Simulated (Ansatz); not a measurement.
C (Fm-3m, No. 225): the input geometry of an electronic-structure calculation (not necessarily at equilibrium); the starting structure was generated, so it need not be a known form of this composition.

```cif
data_structure
_symmetry_space_group_name_H-M 'Fm-3m'
_symmetry_Int_Tables_number 225
_cell_length_a 3.0165
_cell_length_b 3.0165
_cell_length_c 3.0165
_cell_angle_alpha 90.000
_cell_angle_beta 90.000
_cell_angle_gamma 90.000
_cell_volume 27.45
loop_
_atom_site_label
_atom_site_type_symbol
_atom_site_symmetry_multiplicity
_atom_site_Wyckoff_symbol
_atom_site_fract_x
_atom_site_fract_y
_atom_site_fract_z
_atom_site_occupancy
C1 C 4 a 0.00000 0.00000 0.00000 1
```

### What will a map of the projected electrostatic potential along [111] show? Computed as the sum of neutral-atom potentials (tabulated electron scattering factors, B = 0.5 Å²) projected along the beam and smoothed by 0.25 Å; brighter is more positive.

The columns repeat on a hexagonal net with a repeat of 1.23 Å (plane group p6mm). All columns are alike (C). The shortest distance between visible columns is 1.23 Å in projection. Along the beam the structure repeats every 5.22 Å.

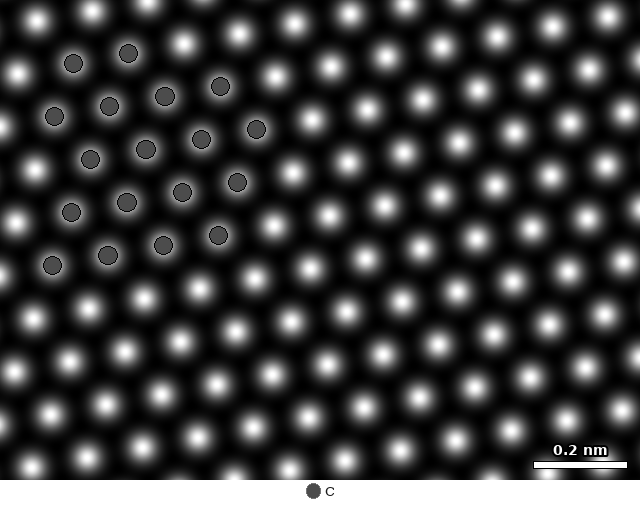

The simulated image, with the columns of the model marked in one corner.

### What mean inner potential do neutral atoms give for this crystal?

About 18 V (the sum of the forward scattering factors over the cell volume; bonding usually lowers the true value).
